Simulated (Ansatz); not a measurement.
**TiC: density, localisation and related maps**

Input

```
crystal:
  lattice:
    - [0.0085334186, -2.1473820358, -2.1310031613]
    - [-0.020063536, 2.2002145221, -2.1838356475]
    - [4.3789173646, -0.0285969546, 0.0115301173]
  atoms:
    - { symbol: Ti, position: [0.3928191919, 0.4813526088, 0.5553591641] }
    - { symbol: Ti, position: [0.9976367457, 0.9447989468, -0.0975328581] }
    - { symbol: C, position: [0.6717977659, 0.5222578552, -0.0127501903] }
    - { symbol: C, position: [-0.0622537035, 0.0515905892, 0.5549238842] }
basis:
  ecutwfc: 420
kpoints:
  mp_grid: { grid: [12, 12, 8] }
hamiltonian:
  xc: pbe
scf:
  occupations: { method: gaussian, width: 0.15 }
output:
  forces: true
  stress: true
  eigenvalues: true
  write_density: true
  write_potential: true
  elf: true
  volumetric_format: npy
relax:
  adjacent_minimum: "off"
  f_tol: 0.01
  max_steps: 80
  cell: { stress_tol: 0.1 }
```

Command:

```sh
ansatz run input.yaml --threads 2 --pin off --max-ram 5120MiB --backend cpu --events-out ev --progress --plain --runs-dir out
```

Below, planes, directions and counts refer to the conventional cell (a = 4.33 Å, b = 4.33 Å, c = 4.33 Å, α = 90.01°, β = 90.00°, γ = 90.01°).

The fields are those of the run's last geometry, not of the input's.

Space group Fm-3m; changed on purpose from its base cell (all atoms moved at random, sigma 0.25 A a component, cell strained at random, sigma 0.01; relaxed back); computed without spin polarisation.

These are results of DFT PBE, scalar-relativistic, plane waves, PAW in Ansatz 0.2.0, not measurements.

Core electrons are frozen (PAW), and the valence fields are smoothed inside the atomic spheres.

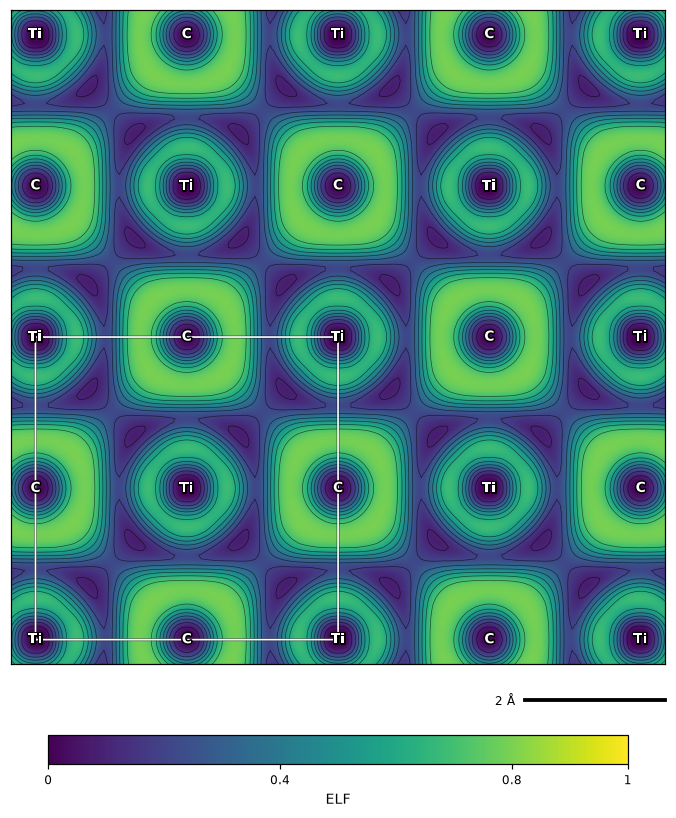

Figure 1. ELF on the (100) plane of the conventional cell.

Interpret the plot.

Answer.
- The section cuts through Ti and C sites.
- Ti–C (2.17 Å): the ELF peaks at about 0.80 in the valence shell of C, 0.7 Å from its nucleus, and is about 0.30 at the midpoint.
- The features right at Ti lie inside the PAW spheres, where the map follows smoothed inner orbitals and isn't to be read closely.

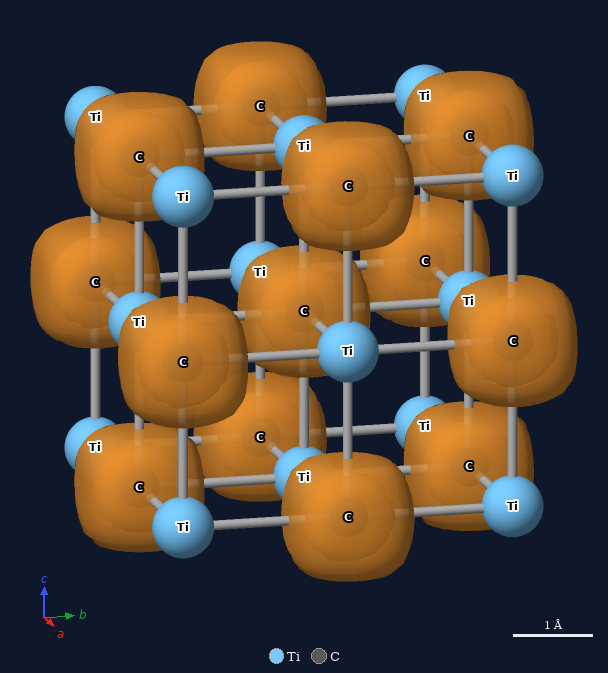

Figure 2. Isosurface of the ELF at 0.75 (orange), seen slightly off an axis. Only the valence region is drawn (cores and ρ < 0.01 e/Å³ removed). Sticks mark near contacts.

Where are the electrons localised?

Answer. The surface consists of four regions wrapped around C (the valence shell of each), counted in one cell of 8 atoms. Any copies at cell faces, edges or corners count once.

Does the calculation make it a metal, or give it a gap?

Answer. It is gapless in this calculation (a metal or semimetal).
